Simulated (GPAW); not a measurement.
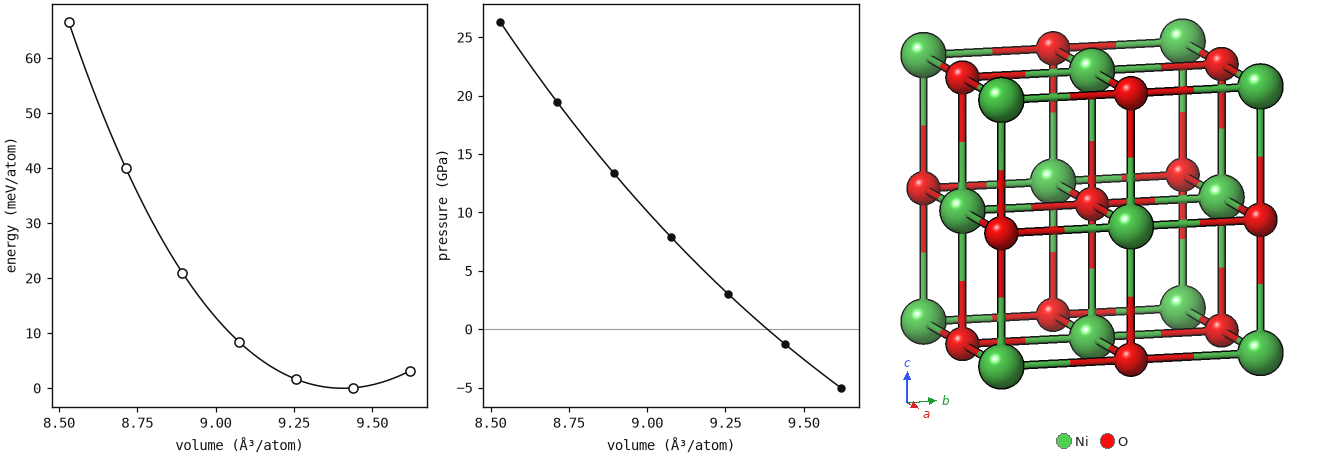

The plot gives the computed energy and pressure against volume for NiO, space group Fm-3m (No. 225). The conventional cell is drawn beside the plot.

The given structure:
```
Ni O
1.0
     0.00000    2.08590    2.08590
     2.08590    0.00000    2.08590
     2.08590    2.08590    0.00000
Ni O
1 1
Direct
  0.00000 0.00000 0.00000
  0.50000 0.50000 0.50000
```

Method: PAW DFT in plane waves, on a grid or in atomic orbitals, collinear spins; energies at scaled volumes of the given cell, shape and fractions fixed, counted from the fit's minimum, third-order Birch-Murnaghan fit (GPAW 26.7.0). Level: M06-L, collinear spin.

- k mesh: 8×8×8
- occupations: Fermi–Dirac
- smearing width: 0.05 eV
- potentials: GPAW PAW data sets (gpaw data 1.2.1)
- wave cutoff: 800 eV
- program settings: basis pw

Give the fitted equation-of-state parameters.

A third-order Birch–Murnaghan fit gives V0 = 9.41 Å³/atom, B0 = 216 GPa and B′ = 4.9.

What does the pressure do across the range?

It falls from 26.30 GPa at volume 8.5312 Å³/atom to −5.06 GPa at 9.6203 Å³/atom, and changes sign near 9.39 Å³/atom.
